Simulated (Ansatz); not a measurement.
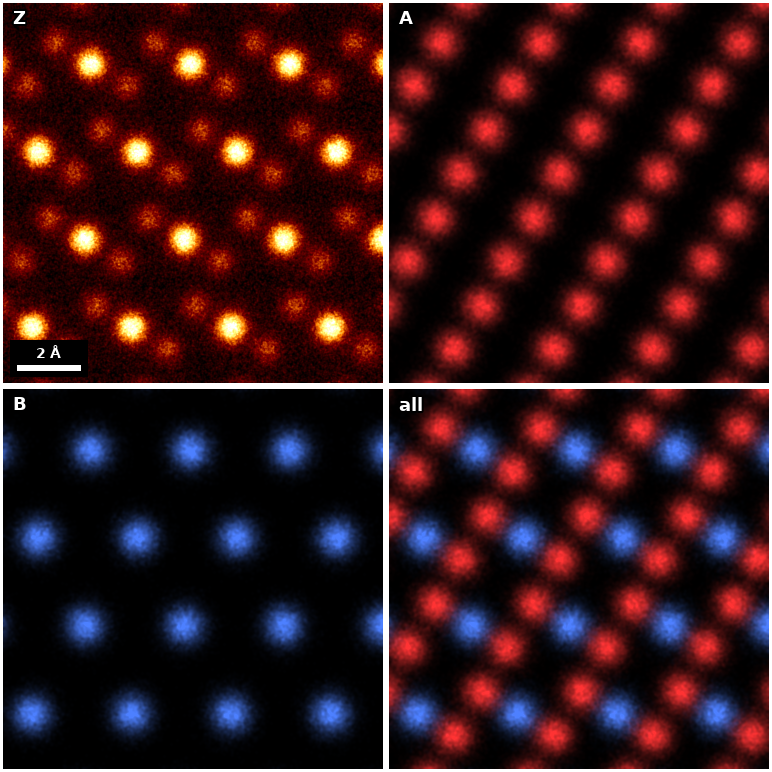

WSe₂ (R-3m, No. 166) along [211]. Panel Z: The image is simulated as a sum over atoms of Z^1.8, blurred by a 0.66 Å probe (no channelling). The probe carries 25 % of its weight in a tail 2.5 times as wide. The display is stretched by a gamma of 0.8; percentages refer to the linear signal. Shot noise was added. The other panels are simulated element maps (the number of atoms of one element along the beam, blurred by 0.9 Å, with counting noise; each on its own scale, no channelling); the last overlays them. Structure: coordinates from a relaxation with Ansatz 0.2.0, DFT PBEsol, scalar-relativistic, plane waves, PAW; the starting structure was generated, so it need not be a known form of this composition.

```cif
data_structure
_symmetry_space_group_name_H-M 'R-3m:H'
_symmetry_Int_Tables_number 166
_cell_length_a 3.2350
_cell_length_b 3.2350
_cell_length_c 19.4695
_cell_angle_alpha 90.000
_cell_angle_beta 90.000
_cell_angle_gamma 120.000
_cell_volume 176.45
loop_
_atom_site_label
_atom_site_type_symbol
_atom_site_symmetry_multiplicity
_atom_site_Wyckoff_symbol
_atom_site_fract_x
_atom_site_fract_y
_atom_site_fract_z
_atom_site_occupancy
W1 W 3 a 0.00000 0.00000 0.00000 1
Se1 Se 6 c 0.00000 0.00000 0.24479 1
```

Question: Which element does each lettered map show?

Answer: A: Se, B: W. The projected cell (3.14 × 3.14 Å, 118°) holds 3 columns: 2 of Se and 1 of W. No column is shared by two of the mapped elements.
